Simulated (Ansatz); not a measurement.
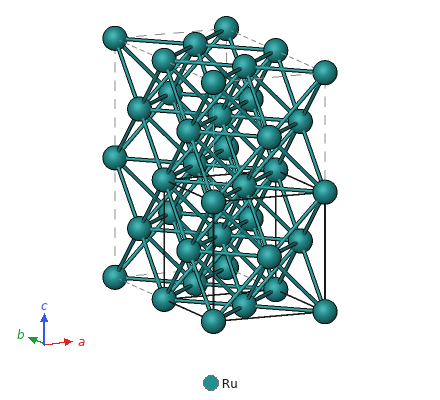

Ru (Fm-3m, No. 225): coordinates from a relaxation with Ansatz, DFT, revPBE, plane waves (420 eV) with PAW, scalar-relativistic; the starting structure was generated, so it need not be a known form of this composition.

```
Ru
1.0
     3.82549    0.00000    0.00000
     0.00000    3.82549    0.00000
     0.00000    0.00000    3.82549
Ru
4
Direct
  0.00000 0.00000 0.00000
  0.00000 0.50000 0.50000
  0.50000 0.00000 0.50000
  0.50000 0.50000 0.00000
```

What will a HAADF-like image along [111] show? The image is simulated as a sum over atoms of Z^1.8, blurred by a 1.08 Å probe (no channelling). The probe carries 15 % of its weight in a tail 2.5 times as wide. The display is stretched by a gamma of 0.65; percentages refer to the linear signal. Shot noise and a slight drift were added.

Answer. The columns repeat on a hexagonal net with a repeat of 1.56 Å (plane group p6mm). All columns are alike (Ru). The shortest distance between visible columns is 1.56 Å in projection. Along the beam the structure repeats every 6.63 Å.

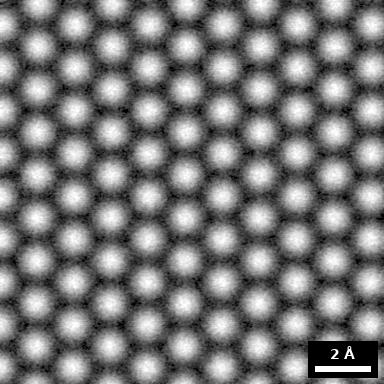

The simulated image.
